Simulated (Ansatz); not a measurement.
AlN

The calculation's input:

```
crystal:
  lattice:
    - [3.1205481, 0.0, 0.0]
    - [-1.5602741, 2.7024739, 0.0]
    - [0.0, 0.0, 20.2232733]
  atoms:
    - { symbol: Al, position: [0.3333333, 0.6666667, 0.827538] }
    - { symbol: Al, position: [0.0, 0.0, 0.701994] }
    - { symbol: Al, position: [0.6666667, 0.3333333, 0.328543] }
    - { symbol: Al, position: [0.6666667, 0.3333333, 0.577495] }
    - { symbol: Al, position: [0.0, 0.0, 0.453001] }
    - { symbol: Al, position: [0.3333333, 0.6666667, 0.077497] }
    - { symbol: Al, position: [0.0, 0.0, 0.203045] }
    - { symbol: Al, position: [0.6666667, 0.3333333, 0.953033] }
    - { symbol: "N", position: [0.6666667, 0.3333333, 0.047229] }
    - { symbol: "N", position: [0.6666667, 0.3333333, 0.671697] }
    - { symbol: "N", position: [0.3333333, 0.6666667, 0.922257] }
    - { symbol: "N", position: [0.0, 0.0, 0.297769] }
    - { symbol: "N", position: [0.0, 0.0, 0.796732] }
    - { symbol: "N", position: [0.0, 0.0, 0.547198] }
    - { symbol: "N", position: [0.3333333, 0.6666667, 0.172244] }
    - { symbol: "N", position: [0.6666667, 0.3333333, 0.422729] }
basis:
  ecutwfc: 420
kpoints:
  mp_grid: { grid: [12, 12, 2] }
hamiltonian:
  xc: pbe
scf:
  occupations: { method: gaussian, width: 0.02 }
output:
  forces: true
  stress: true
  eigenvalues: true
  write_density: true
  write_potential: true
  elf: true
  volumetric_format: npy
relax:
  adjacent_minimum: "off"
  f_tol: 0.01
  max_steps: 80
  cell: { stress_tol: 0.05 }
```

Launched as:

```sh
ansatz run input.yaml --threads 4 --pin off --max-ram 8192MiB --backend cpu --events-out ev --progress --plain --runs-dir out
```

Below, planes, directions and counts refer to the conventional cell (a = 3.12 Å, b = 3.12 Å, c = 20.22 Å, α = 90.00°, β = 90.00°, γ = 120.00°).

Space group P3m1; a structure generated by program, which may or may not match a known phase.

Method: DFT PBE, scalar-relativistic, plane waves, PAW in Ansatz 0.2.0.

In a PAW calculation such maps are meaningful between the atoms, not at the nuclei.

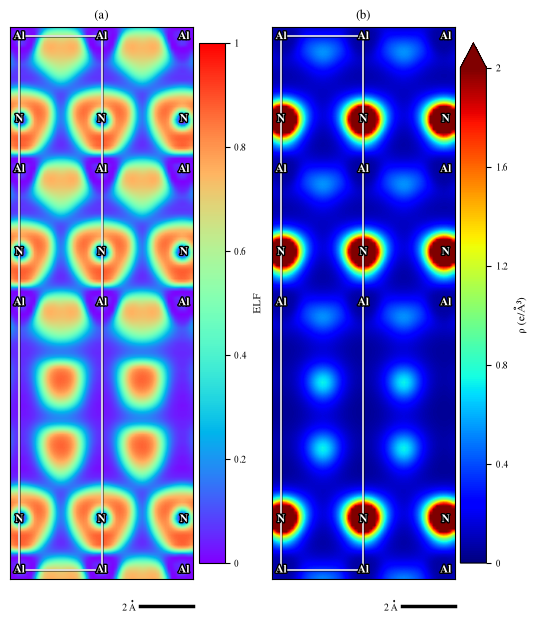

Figure 1. (a) electron localisation function; (b) valence pseudo-density on the (010) plane of the conventional cell.

**Describe what can be read from this map.**

- The plane passes through Al and N nuclei.
- Atoms just off the plane (Al, 0.9 Å away and N, 0.9 Å away) can leave unmarked features too.
- Al–N (1.92 Å): ρ is about 0.66 e/Å³ halfway; the ELF peaks at about 0.90 in the valence shell of N, 0.8 Å from its nucleus, and is about 0.90 at the midpoint.
- Between the atoms the lowest density in this plane is 0.04 e/Å³.

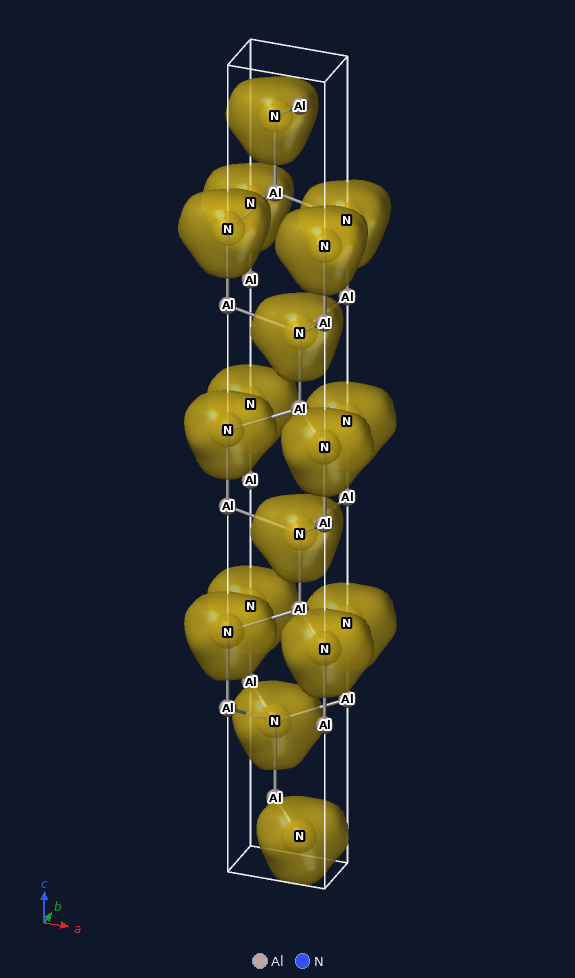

Figure 2. Isosurface of the ELF at 0.65 (yellow), seen slightly off an axis. Core shells and regions of very low density are left out. Sticks mark near contacts.

**What do the ELF domains correspond to?**

The surface consists of eight regions on N in which the atom's valence shell and bonds are merged, counted in one cell of 16 atoms. Any copies at cell faces, edges or corners count once.


Al–N (1.90 Å): the ELF peaks at about 0.90 between the atoms, as expected for a shared but strongly polarised pair.

**Does the calculation make it a metal, or give it a gap?**

It is gapped, with a Kohn–Sham gap of 3.8 eV on the k-point mesh, an upper bound to the gap of this method.
